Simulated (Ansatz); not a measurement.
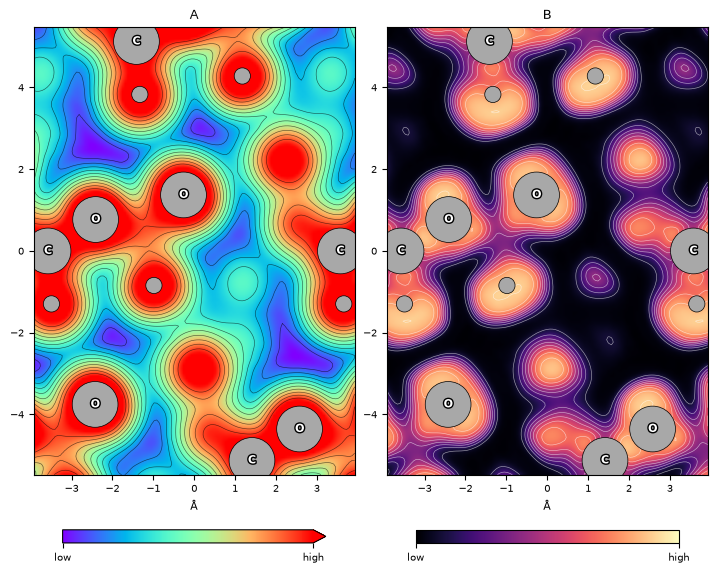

CO₂: 2 fields on the (111) plane of the conventional cell, with unlabelled colour scales. Grey discs cover the atomic cores.

Space group I-42d; a structure from a database of computed crystals, not necessarily the ambient phase.

Method: Kohn-Sham DFT of a periodic cell, PBE with D4, Ansatz PAW in Ansatz 0.2.0.

The panels show electron localisation function and valence pseudo-density in some order. Assign them.

Answer. Panel A: valence pseudo-density. Panel B: electron localisation function. From the grid: C–O (1.40 Å): ρ is about 2.2 e/Å³ halfway; the ELF peaks at about 0.85 between the atoms, as expected for a polar covalent bond.
